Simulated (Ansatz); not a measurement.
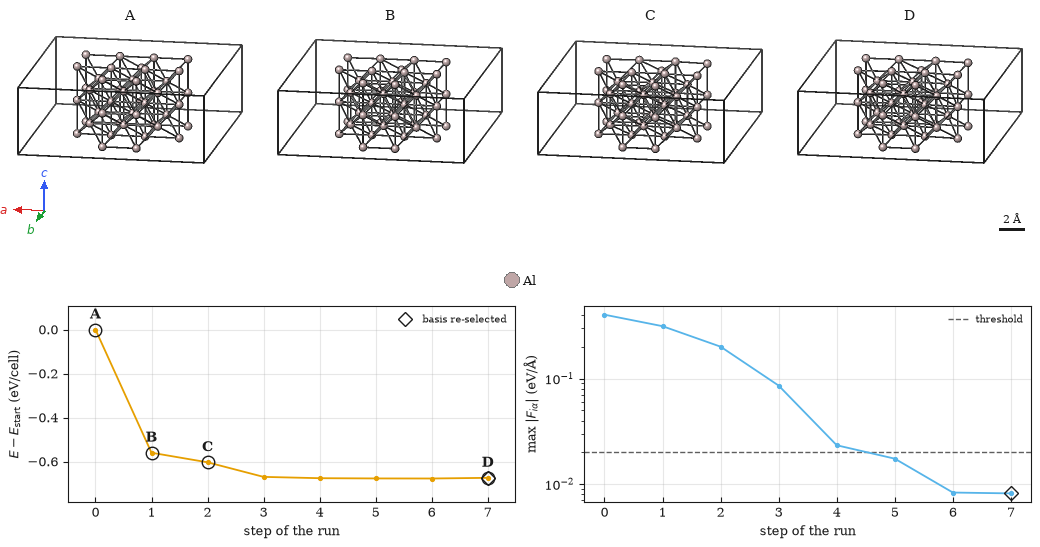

Frames of a relaxation of a wire of composition Al, marked on the history of the run. A ball-and-stick model of the 2 repeat of the cell, with the vacuum cut short, seen from a free direction.

Case: wire along [1 1 0], 17 atoms a period.

Level of theory: DFT PBEsol, scalar-relativistic, plane waves, PAW in Ansatz.

Input
```yaml
crystal:
  lattice:
    - [17.5, 0.0, 0.0]
    - [0.0, 19.3, 0.0]
    - [0.0, 0.0, 2.8394492406]
  atoms:
    - { symbol: Al, position: [0.2566186365, 0.5520153838, 0.0] }
    - { symbol: Al, position: [0.2566186365, 0.3439538487, 0.0] }
    - { symbol: Al, position: [0.5811271212, 0.7600769188, 0.0] }
    - { symbol: Al, position: [0.5811271212, 0.5520153838, 0.0] }
    - { symbol: Al, position: [0.5811271212, 0.3439538487, 0.0] }
    - { symbol: Al, position: [0.5, 0.6560461513, 0.5] }
    - { symbol: Al, position: [0.5, 0.4479846162, 0.5] }
    - { symbol: Al, position: [0.5, 0.2399230812, 0.5] }
    - { symbol: Al, position: [0.3377457577, 0.6560461513, 0.5] }
    - { symbol: Al, position: [0.3377457577, 0.4479846162, 0.5] }
    - { symbol: Al, position: [0.6622542423, 0.6560461513, 0.5] }
    - { symbol: Al, position: [0.6622542423, 0.4479846162, 0.5] }
    - { symbol: Al, position: [0.4188728788, 0.7600769188, 0.0] }
    - { symbol: Al, position: [0.4188728788, 0.5520153838, 0.0] }
    - { symbol: Al, position: [0.4188728788, 0.3439538487, 0.0] }
    - { symbol: Al, position: [0.7433813635, 0.5520153838, 0.0] }
    - { symbol: Al, position: [0.7433813635, 0.3439538487, 0.0] }
basis:
  ecutwfc: 420
kpoints:
  mp_grid: { grid: [1, 1, 19] }
hamiltonian:
  xc: pbesol
scf:
  occupations: { method: gaussian, width: 0.05 }
output:
  forces: true
  stress: true
  eigenvalues: true
  populations: true
  write_density: true
  write_potential: true
  elf: true
  volumetric_format: npy
relax:
  adjacent_minimum: "off"
  f_tol: 0.02
  max_steps: 45
  cell: { fix: [a, b, alpha, beta, gamma], stress_tol: 0.03 }
```

Run as
```bash
ansatz run input.yaml --threads 4 --pin off --max-ram 11264MiB --backend cpu --events-out ev --progress --plain --runs-dir out
```

Describe the path.

Answer. Over 6 accepted moves (7 points after the start) the energy falls by 0.674 eV per cell of the calculation. The largest force component goes from 0.4 to 0.0082 eV/Å. At 1 point the geometry stayed and the basis and grid were re-selected for the new cell (energy shift of 3.0 meV per cell of the calculation at most each time). The largest moves relative to the centre of the atoms, 0.17 Å, are those of Al1, Al5, Al15 and Al16. Along the periodic axis the drawn cell goes c 5.679 → 5.374 Å (−5.4 %). Among the contacts that change: Al5–Al15 2.839 → 3.066 Å, Al10–Al10 2.839 → 2.687 Å, Al3–Al13 2.839 → 2.723 Å, Al7–Al10 2.839 → 2.950 Å. Bond angles that change, for instance: Al5–Al8–Al15 60.0° → 66.7°, Al5–Al8–Al15 90.0° → 93.9°, Al10–Al2–Al15 60.0° → 63.5°. Cost: 7.1 min on 4 threads of Intel(R) Xeon(R) Processor @ 2.50GHz (Skylake/Cascade Lake), on a shared host, peak memory 1.4 GiB. From step 0 to 1: Al atoms move most (0.20 Å), energy −0.560 eV per cell of the calculation. From step 1 to 2: Al atoms move most (0.11 Å), energy −43.6 meV per cell of the calculation. From step 2 to 7: Al atoms move most (0.08 Å), energy −70.6 meV per cell of the calculation.
